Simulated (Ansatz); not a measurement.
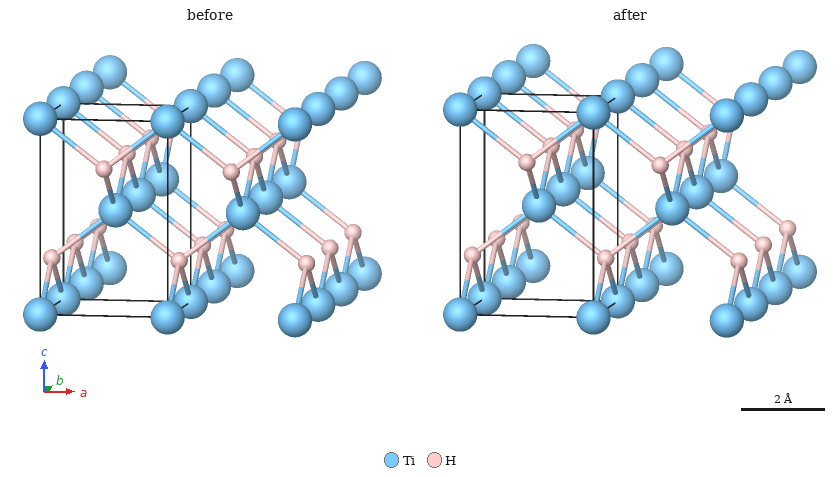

Left: a symmetric starting cell of TiH (made from another compound by putting Ti in place of Zr). Right: the same structure after one change, at the same scale. Style: ball-and-stick. Shown: the conventional cell (2 times the calculation's cell), repeated 2 × 3 × 1 with one cell outlined, slightly off an axis. Lengths and directions refer to the drawn axes.

The calculation used DFT PBEsol, scalar-relativistic, plane waves, PAW (Ansatz 0.2.0). Set-up: plane-wave cutoff 420 eV; k-point mesh 18 × 18 × 18; occupations gaussian; smearing width 0.1 eV; no spin polarisation.

### What was changed?

All lengths are scaled by +4.7 % (volume +14.6 %), the atoms keeping their fractional coordinates. No relaxation follows. The starting cell wasn't computed here and needn't be at equilibrium, so pressure and forces aren't due to the change alone.

### And its effect?

Some distances before and after: H–Ti 1.976 → 2.068 Å. The space group stays I-4m2 (No. 119). The pressure is −22.9 GPa (not all of it need come from the change, since the unchanged cell can be under pressure at this level too). The principal stresses (compression positive) are −24.6 GPa along c and −22.1 GPa across it. All forces vanish by symmetry.
